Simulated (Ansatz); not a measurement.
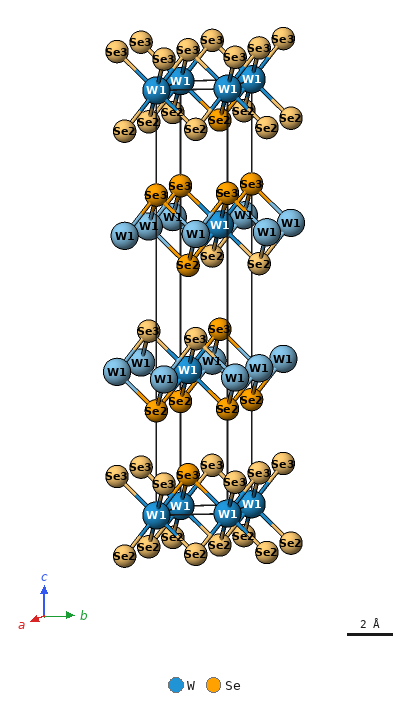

Figure 1. The input geometry of run A (ball-and-stick view of the cell 3 times as large as that of the calculation, set on its symmetry axes, seen slightly off an axis; neighbours outside the cell are drawn fainter; atoms are numbered from 1 in the order of the input).

**Mending a single-point calculation on WSe2**

System: WSe2 (R-3m, 3 atoms in the cell).
Method of run A: DFT, PBE, plane waves, PAW, no spin polarisation (Ansatz 0.2.0).

The structure was built on a prototype by a generator. Some settings of this run were made unusual or wrong on purpose. The geometry comes from this level: r2scan-rvv10. Text and figures count atoms from 1; the logs count them from 0 in places.

**The input, run A**
```yaml
crystal:
  lattice:
    - [1.6433003578, 0.948759904, 6.4972669668]
    - [-1.6433003578, 0.948759904, 6.4972669668]
    - [0.0, -1.8975198079, 6.4972669668]
  atoms:
    - { symbol: W, position: [0.0, 0.0, 0.0] }
    - { symbol: Se, position: [0.2462563275, 0.2462563275, 0.2462563275] }
    - { symbol: Se, position: [0.7537436725, 0.7537436725, 0.7537436725] }
kpoints:
  mp_grid: { grid: [6, 6, 6] }
hamiltonian:
  xc: pbe
scf:
  occupations: { method: fermi_dirac, width: 0.02 }
  n_extra_bands: 4
  max_iter: 59
output:
  forces: true
  stress: true
  eigenvalues: true
basis:
  ecutrho_ratio: 2
```

Launched with:
```bash
ansatz run input.yaml --threads 4 --pin off --max-ram 3686MiB --backend cpu --events-out ev --progress --plain --runs-dir out
```

Hardware: 4 threads of Arm Neoverse N1, 54 GiB of memory available, shared host.

**Output, shortened to warnings, some set-up lines, iterations and results (run A)**
```
Warning: basis.ecutrho_ratio = 2 (ecutrho = 840 eV) is below the records' recommended 1680 eV
Basis set: ecut = 420 eV, 1209 PW (Γ), FFT grids on a1−a3, a2−a3, a3, exchange–correlation on 40×40×80 points (8 copies of the dense FFT grid, shifted against one another)
Symmetry: 12 space group operations
k-points: 32 of 216
Initial density: superposition of atomic densities (neutral atoms: chi_scale 0, normalization atom), corrected by the library's trained network
[...]
SCF iter   1: F=—  HF=-21323.902710 eV  |F-HF|=—  |Δ(HF+E_count)|=         —  Δρ=2.92e-3  dr2=7.77e-3  ethr=1.77e-3  ⟨swp⟩=6.1  Hψ=3523  notcnv=0
SCF iter   2: F=—  HF=-21323.903750 eV  |F-HF|=—  |Δ(HF+E_count)|=   1.04e-3  Δρ=9.48e-4  dr2=1.29e-3  ethr=1.69e-5  ⟨swp⟩=2.0  Hψ=1480  notcnv=0
SCF iter   3: F=—  HF=-21323.903594 eV  |F-HF|=—  |Δ(HF+E_count)|=   1.56e-4  Δρ=3.35e-4  dr2=2.13e-4  ethr=2.81e-6  ⟨swp⟩=2.0  Hψ=1280  notcnv=0
SCF iter   4: F=—  HF=-21323.903558 eV  |F-HF|=—  |Δ(HF+E_count)|=   3.57e-5  Δρ=7.23e-5  dr2=9.42e-6  ethr=4.63e-7  ⟨swp⟩=2.0  Hψ=1081  notcnv=0
SCF iter   5: F=—  HF=-21323.903547 eV  |F-HF|=—  |Δ(HF+E_count)|=   1.07e-5  Δρ=1.37e-5  dr2=3.31e-7  ethr=2.05e-8  ⟨swp⟩=2.0  Hψ=1095  notcnv=0
SCF iter   6: F=-21323.903547 eV  HF=-21323.903547 eV  |F-HF|=2.14e-9  |Δ(HF+E_count)|=   8.89e-8  Δρ=3.22e-6  dr2=8.25e-9  ethr=2.17e-10  ⟨swp⟩=5.3  Hψ=3508  notcnv=0
SCF 1 converged in 6 iterations: F = -21323.903547 eV  dr2 = 8.25e-9
SCF converged after 6 iterations
Free energy (F): -21323.903547 eV
Harris-Foulkes:  -21323.903547 eV  (|F-HF|=2.14e-9)
Internal energy: -21323.901998 eV  (E = F + TS)
E sigma→0 (E₀):  -21323.902773 eV
Entropy (-TS):   -0.001549 eV (-0.516 meV/atom)
Fermi energy:    13.413018 eV
--- Per-component energies (eV) ---
  E_band       = -841.182596
  E_kinetic    = 689.053393
  E_local      = -5634.381788  (includes V_loc(G=0)·N_el)
  E_nonlocal   = -1189.149836
  E_hartree    = 2709.141334
  E_xc         = -476.062787
  E_vxc        = -436.186763  (∫ρ·V_xc dr)
  E_paw        = -12385.995828  (= ΣΔE_a)
  E_vpaw       = 311.269368  (= ΣTr[D̂ρ^β])
  E_aug_tail   = -0.069780  (compensation charges beyond the density's cutoff)
  E_ewald      = -5036.436707
  E_smearing   = -0.001549  (= −TS)
  E_closure    = -0.000000  (closes the sum)
  Σ components = -21323.903547   (vs F -21323.903547, Δ=0.00e0)
--- Forces (eV/Å), atoms counted from 1 ---
  atom   1  W      0.00000000     0.00000000     0.00000000
  atom   2  Se     0.00000000    -0.00000000    -0.29070475
  atom   3  Se     0.00000000     0.00000000     0.29070475
  max |Σ_I F_I| component: 0.00e0 eV/Å
--- Stress (GPa, compression-positive) ---
        2.574222       0.000000       0.000000
        0.000000       2.574222       0.000000
        0.000000       0.000000       5.044972
  P = ⅓ Tr σ = 3.3978 GPa (33.978 kbar)
settings of this run that can trade accuracy for cost: basis.ecutrho_ratio < 4. Do not mix this run's numbers with those of runs without the same settings; the input reference describes each key
```

What went wrong, and how is the input to be mended?

Some settings of this run were drawn to be unusual or wrong. It converged; results that depend on the unusual settings are not reference values. The program warns: the cutoff is below the recommended one.

A run of the same system that converges differs from this input as follows (lines with − go, lines with + come):
```diff
-  max_iter: 59
-basis:
-  ecutrho_ratio: 2
```

**Output, shortened to warnings, some set-up lines, iterations and results (run B)**
```
Basis set: ecut = 420 eV, 1209 PW (Γ), FFT grids on a1−a3, a2−a3, a3, exchange–correlation on 48×48×96 points (8 copies of the dense FFT grid, shifted against one another)
Symmetry: 12 space group operations
k-points: 32 of 216
Initial density: superposition of atomic densities (neutral atoms: chi_scale 0, normalization atom), corrected by the library's trained network
[...]
SCF iter   1: F=—  HF=-21323.893739 eV  |F-HF|=—  |Δ(HF+E_count)|=         —  Δρ=2.94e-3  dr2=7.78e-3  ethr=1.77e-3  ⟨swp⟩=6.1  Hψ=3520  notcnv=0
SCF iter   2: F=—  HF=-21323.894937 eV  |F-HF|=—  |Δ(HF+E_count)|=   1.20e-3  Δρ=9.49e-4  dr2=1.30e-3  ethr=1.69e-5  ⟨swp⟩=2.0  Hψ=1485  notcnv=0
SCF iter   3: F=—  HF=-21323.894785 eV  |F-HF|=—  |Δ(HF+E_count)|=   1.52e-4  Δρ=3.38e-4  dr2=2.17e-4  ethr=2.82e-6  ⟨swp⟩=2.0  Hψ=1280  notcnv=0
SCF iter   4: F=—  HF=-21323.894748 eV  |F-HF|=—  |Δ(HF+E_count)|=   3.71e-5  Δρ=7.32e-5  dr2=9.72e-6  ethr=4.71e-7  ⟨swp⟩=2.0  Hψ=1081  notcnv=0
SCF iter   5: F=—  HF=-21323.894743 eV  |F-HF|=—  |Δ(HF+E_count)|=   5.43e-6  Δρ=1.37e-5  dr2=3.25e-7  ethr=2.11e-8  ⟨swp⟩=2.0  Hψ=1095  notcnv=0
SCF iter   6: F=-21323.894743 eV  HF=-21323.894743 eV  |F-HF|=1.05e-8  |Δ(HF+E_count)|=   8.59e-8  Δρ=2.94e-6  dr2=8.32e-9  ethr=2.17e-10  ⟨swp⟩=5.4  Hψ=3552  notcnv=0
SCF 1 converged in 6 iterations: F = -21323.894743 eV  dr2 = 8.32e-9
SCF converged after 6 iterations
Free energy (F): -21323.894743 eV
Harris-Foulkes:  -21323.894743 eV  (|F-HF|=1.05e-8)
Internal energy: -21323.893194 eV  (E = F + TS)
E sigma→0 (E₀):  -21323.893968 eV
Entropy (-TS):   -0.001549 eV (-0.516 meV/atom)
Fermi energy:    13.412950 eV
--- Per-component energies (eV) ---
  E_band       = -841.163363
  E_kinetic    = 689.050841
  E_local      = -5634.447732  (includes V_loc(G=0)·N_el)
  E_nonlocal   = -1189.155574
  E_hartree    = 2709.147687
  E_xc         = -476.061794
  E_vxc        = -436.185766  (∫ρ·V_xc dr)
  E_paw        = -12385.988672  (= ΣΔE_a)
  E_vpaw       = 311.281860  (= ΣTr[D̂ρ^β])
  E_aug_tail   = -0.001244  (compensation charges beyond the density's cutoff)
  E_ewald      = -5036.436707
  E_smearing   = -0.001549  (= −TS)
  E_closure    = -0.000000  (closes the sum)
  Σ components = -21323.894743   (vs F -21323.894743, Δ=0.00e0)
--- Forces (eV/Å), atoms counted from 1 ---
  atom   1  W     -0.00000000     0.00000000     0.00000000
  atom   2  Se     0.00000000    -0.00000000    -0.29857078
  atom   3  Se     0.00000000     0.00000000     0.29857078
  max |Σ_I F_I| component: 1.31e-31 eV/Å
--- Stress (GPa, compression-positive) ---
        2.398098       0.000000       0.000000
        0.000000       2.398098       0.000000
        0.000000       0.000000       4.856806
  P = ⅓ Tr σ = 3.2177 GPa (32.177 kbar)
```

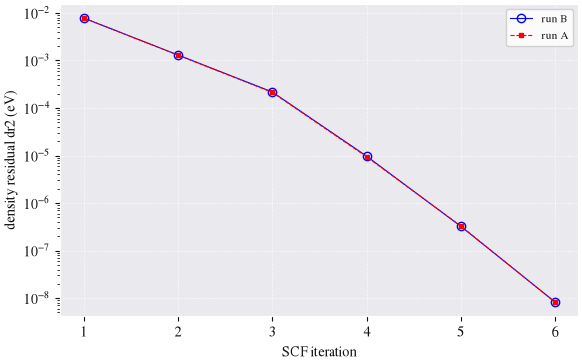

Figure 2. Convergence of the two runs: density residual dr2 against the SCF iteration. Run B takes 6 iterations in all, and run A takes 6.

**The two runs side by side**

```csv
quantity,run A,run B
outcome,converged,converged
free energy per atom (eV),−7107.9678,−7107.9649
"energy per atom, smearing taken to zero (eV)",−7107.9676,−7107.9647
gap on the mesh (eV),0.00,0.00
pressure (GPa),3.40,3.22
largest force (eV/Å),0.291,0.299
SCF iterations,6,6
irreducible k-points,32,32
plane waves at Γ,1209,1209
wall time (shared host),2 s,1.6 s
```

The free energy of run B is 2.9 meV per atom higher, which comes mainly from the change of cutoff or grids; a solver setting shouldn't move a converged energy. The pressure goes from 3.40 to 3.22 GPa. The number of SCF iterations is the same.

Notes on run B: Spin–orbit coupling is left out, which matters for W.
